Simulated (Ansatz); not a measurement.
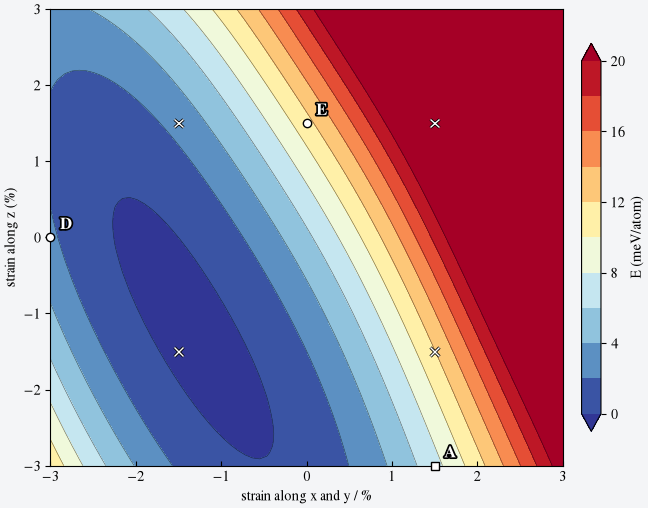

MgS (F-43m, No. 216; 2 atoms in the cell). The cell is strained homogeneously, by one strain along x and y and another along z, with fractional coordinates fixed (x, y and z along the cube axes). First axis: strain along x and y. Second axis: strain along z. The grid has 5 × 5 points. At 4 points there is no value. All energies are given in meV/atom relative to the lowest grid point. The reference cell is the one listed in the database, not relaxed at this level. These are results of DFT LDA, scalar-relativistic, plane waves, PAW (Ansatz 0.2.0), not measurements. Settings: cutoff 420 eV, k-mesh 8×8×8, gaussian smearing 0.05 eV, no spin polarisation.

Drawn: filled contours, crosses at grid points without a value, one colour for all values above the top of the scale, lettered points. Between grid points the surface is interpolated.

Question: Is A the lowest point of the computed grid?

Answer: No. A lies 7.3 meV/atom above the lowest grid point, which is at strain along x and y = −1.5 %, strain along z = 0.0 %.

Question: Rank the lettered points by energy, lowest first.

Answer: D (2.4 meV/atom), A (7.3 meV/atom), E (11.3 meV/atom).
